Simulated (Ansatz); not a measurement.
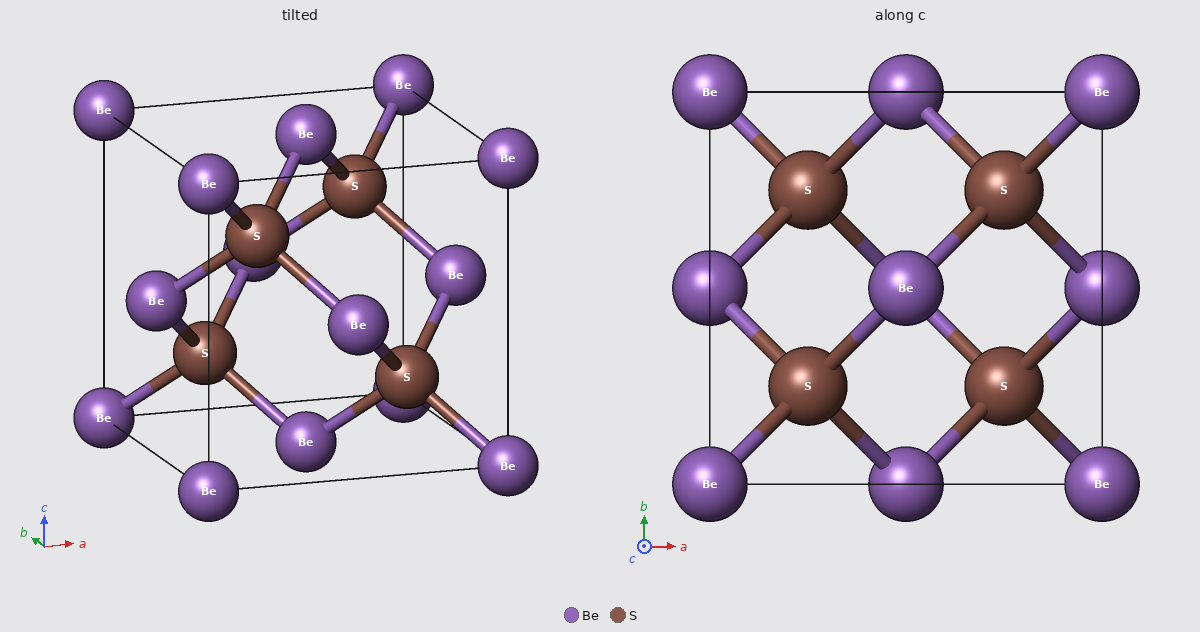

A ball-and-stick rendering, viewed slightly off an axis and along the c axis. Thin lines show the conventional unit cell, with boundary atoms drawn in all their periodic places.

BeS, zinc blende (sphalerite type), space group F-43m (No. 216), a = 4.869 Å, b = 4.869 Å, c = 4.869 Å, α = 90.00°, β = 90.00°, γ = 90.00°. The initial geometry was a structure type filled with these elements by a generator (whether the compound takes this form wasn't checked). Earlier steps of the study may have refined or changed the cell and positions. It was run through Ansatz as a DFT input.

This one geometry was computed with Ansatz (DFT, plane waves, PAW) at three levels of theory: HSE06, PBE and r2SCAN. It was relaxed beforehand with r2SCAN.

> How does the band gap change with the level of theory?

PBE: a gap of 3.13 eV, indirect; r2SCAN: a gap of 3.59 eV, indirect; HSE06: a gap of 4.09 eV, indirect.

> Collect the results in a table.

| level | cutoff (eV) | k-mesh of the run's cell | gap (eV) | pressure (GPa) |
| --- | --- | --- | --- | --- |
| HSE06 | 420 | 4×4×4 | 4.09 | -0.4 |
| PBE | 420 | 6×6×6 | 3.13 | 0.5 |
| r2SCAN | 500 | 6×6×6 | 3.59 | 0.0 |

Gaps are taken on the k-mesh or band path of each run.
